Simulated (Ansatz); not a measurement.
The cell of BaTiO3 (P4mm). Origin of the cell: coordinates from a relaxation with Ansatz 0.2.0, DFT, PBE, plane waves, PAW.

```
CELL_PARAMETERS angstrom
3.98611 0.00000 0.00000
0.00000 3.98611 0.00000
0.00000 0.00000 4.19804
ATOMIC_POSITIONS crystal
Ba 0.00000 0.00000 0.98956
Ti 0.50000 0.50000 0.47227
O 0.50000 0.50000 0.04051
O 0.50000 0.00000 0.52033
O 0.00000 0.50000 0.52033
```

Bond valence s = exp((R0 − d)/b), R0 fitted to published crystal structures with b = 0.37 Å, summed over all anions within 5 Å; R0 in Å: Ba2+–O 2.279; Ti4+–O 1.801.

**Calculate the bond-valence sums (anions within 5 Å).**

| site | x, y, z | formal valence | bond-valence sum | difference |
| --- | --- | --- | --- | --- |
| Ba1 | 0.000, 0.000, 0.990 | +2 | 2.49 | 0.49 |
| Ti1 | 0.500, 0.500, 0.472 | +4 | 3.51 | -0.49 |
| O1 | 0.500, 0.500, 0.041 | −2 | 2.09 | 0.09 |
| O2 | 0.500, 0.000, 0.520 | −2 | 1.95 | -0.05 |

The global instability index (root mean square of the differences over all atoms) is 0.31 v.u.: above 0.2, which by the usual rule of thumb marks a strained structure. Cells relaxed with PBE tend to have slightly long bonds, which lowers the sums.

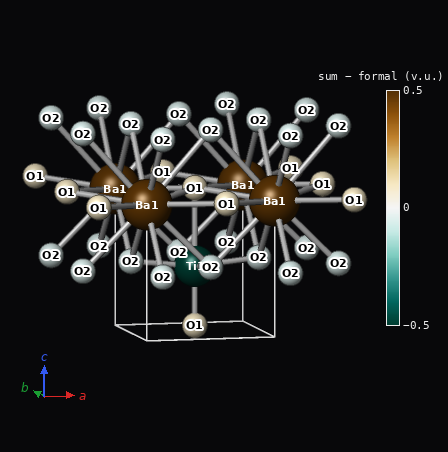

Atoms coloured by sum less the size of the formal valence, view slightly off an axis.
